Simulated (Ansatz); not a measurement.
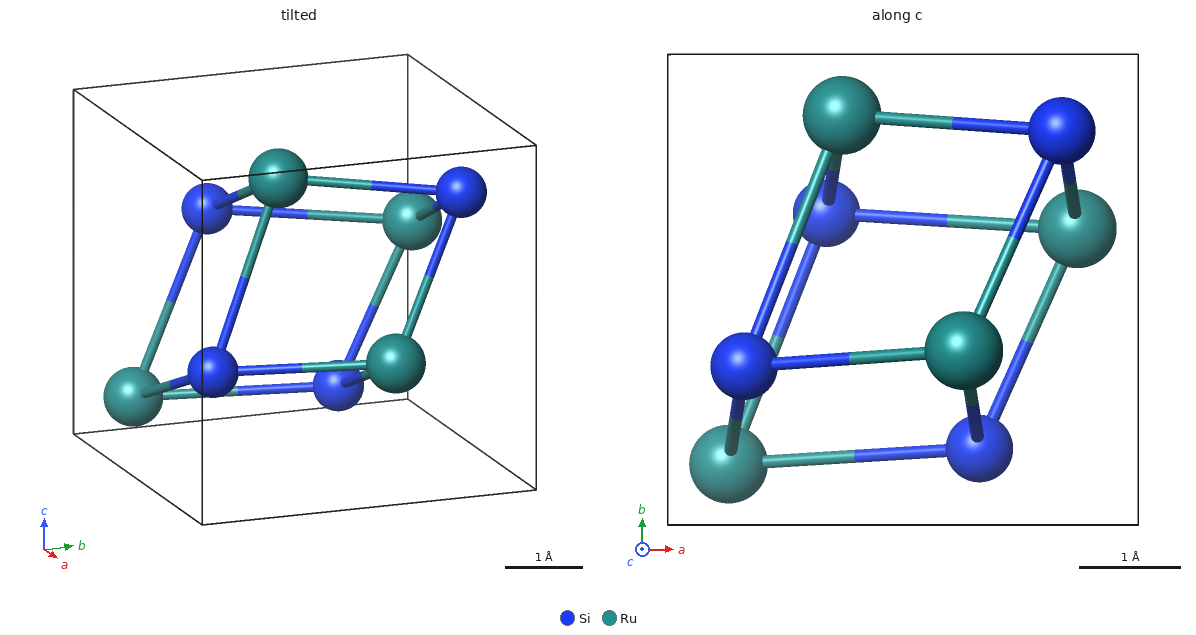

The image is a ball-and-stick drawing of a crystal, viewed slightly off an axis and along the c axis. The edges of the conventional unit cell are marked.

SiRu, space group P2_13 (No. 198), a = 4.705 Å, b = 4.705 Å, c = 4.705 Å, α = 90.00°, β = 90.00°, γ = 90.00°. The structure comes from a structure listed in the Materials Project. Earlier steps of the study may have refined or changed the cell and positions. It was run through Ansatz as a DFT input.

This one geometry was computed with Ansatz (DFT, plane waves, PAW) at six levels of theory: dielectric-dependent PBE0 (fraction 1/eps_inf of PBE), PBE with spin-orbit coupling, r2SCAN0, HSE06, r2SCAN and PBE. It was relaxed beforehand with r2SCAN.

Q: Which level gives the highest pressure at this volume, and what does that say about its equilibrium volume?

A: Highest: PBE with spin-orbit coupling (5.0 GPa) and PBE (4.9 GPa), which points to the largest equilibrium volume. Lowest, with the smallest volume: r2SCAN0 (-7.2 GPa). Levels within 0.5 GPa of each other can't be told apart.

Q: How does the band gap change with the level of theory?

A: PBE with spin-orbit coupling: a gap of 0.16 eV, indirect; PBE: a gap of 0.24 eV, indirect; r2SCAN: a gap of 0.29 eV, indirect; dielectric-dependent PBE0 (fraction 1/eps_inf of PBE): a gap of 0.31 eV, indirect; HSE06: a gap of 0.75 eV, indirect; r2SCAN0: a gap of 1.50 eV, indirect.

Q: Collect the results in a table.

A:
| level | cutoff (eV) | k-mesh of the run's cell | gap (eV) | pressure (GPa) |
| --- | --- | --- | --- | --- |
| dielectric-dependent PBE0 (fraction 1/eps_inf of PBE) | 420 | 4×4×4 | 0.31 | 4.1 |
| PBE with spin-orbit coupling | 420 | 6×6×6 | 0.16 | 5.0 |
| r2SCAN0 | 500 | 4×4×4 | 1.50 | -7.2 |
| HSE06 | 420 | 4×4×4 | 0.75 | -3.9 |
| r2SCAN | 500 | 6×6×6 | 0.29 | 0.0 |
| PBE | 420 | 6×6×6 | 0.24 | 4.9 |

Gaps are taken on the k-mesh or band path of each run.
